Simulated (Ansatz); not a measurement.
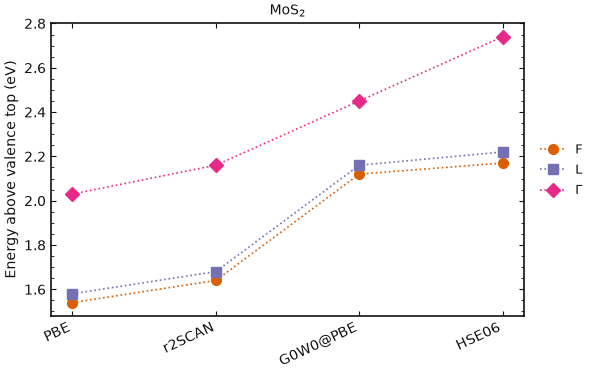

Lowest conduction level at each named k point, counted from the valence-band top at Z, by several methods on one cell of MoS2, space group R3m (No. 160), 3 atoms in the primitive cell, relaxed with r2SCAN+rVV10; a = 3.175 Å, c = 18.582 Å (hexagonal axes). All runs are without spin-orbit coupling and carry no moments. The names follow the standardised cell of this lattice; in reduced coordinates of the cell that was run, F is (−0.5, 0, −0.5), L is (0, 0, −0.5) and Z is (−0.5, −0.5, −0.5). The smallest gap lies off these points.

> Does G0W0@PBE shift these levels rigidly from PBE?

The shifts are +0.58 eV at F, +0.58 eV at L and +0.42 eV at Γ, and at points that aren't plotted +0.42 eV (Z): over the named points that both runs hold, a spread of 0.16 eV on a mean of 0.50 eV, so one shift describes them only roughly. Over all 17 corrected points, named or not, the shifts from that run's own start go from +0.32 to +0.58 eV.

> How do the methods rank at F?

From low to high: PBE 1.54, r2SCAN 1.64, G0W0@PBE 2.12, HSE06 2.17 eV. Too close to rank are G0W0@PBE against HSE06.

```csv
method,program,F (eV),L (eV),Γ (eV)
PBE,Ansatz,1.54,1.58,2.03
r2SCAN,Ansatz,1.64,1.68,2.16
G0W0@PBE,Ansatz,2.12,2.16,2.45
HSE06,Ansatz,2.17,2.22,2.74
```

Settings. PBE: Ansatz PAW set, 10×10×10 k mesh, 420 eV cutoff, Fermi-Dirac smearing of 0.02 eV (Ansatz). r2SCAN: Ansatz PAW set, 10×10×10 k mesh, 500 eV cutoff, fixed occupations (Ansatz). G0W0@PBE: PBE, Ansatz PAW set, 6×6×6 k mesh, 420 eV cutoff, fixed occupations (Ansatz 0.2.0), G0W0 with empty bands 122, screening cutoff 100 eV and frequency treatment contour deformation. HSE06: Ansatz PAW set, 6×6×6 k mesh, 420 eV cutoff, fixed occupations (Ansatz).

These are four of the 7 methods that were run on this cell. Spin-orbit coupling is left out, which matters for Mo. LDA, GGA and most meta-GGA functionals understate gaps. r2SCAN and HSE06: the PAW data sets were made with another functional. G0W0@PBE: the k mesh is thin for GW. HSE06: the k mesh is thin for exact exchange. Over all k points computed the smallest gap is 0.94 eV in PBE, 1.03 eV in r2SCAN, 1.28 eV in G0W0@PBE and 1.43 eV in HSE06, from the valence top at Z to the conduction bottom at a point off the named ones. The names follow the standardised cell of this lattice; in reduced coordinates of the cell that was run, Z is (−0.5, −0.5, −0.5). The GW values are at finite bands, cutoffs and mesh, short of the basis limit.
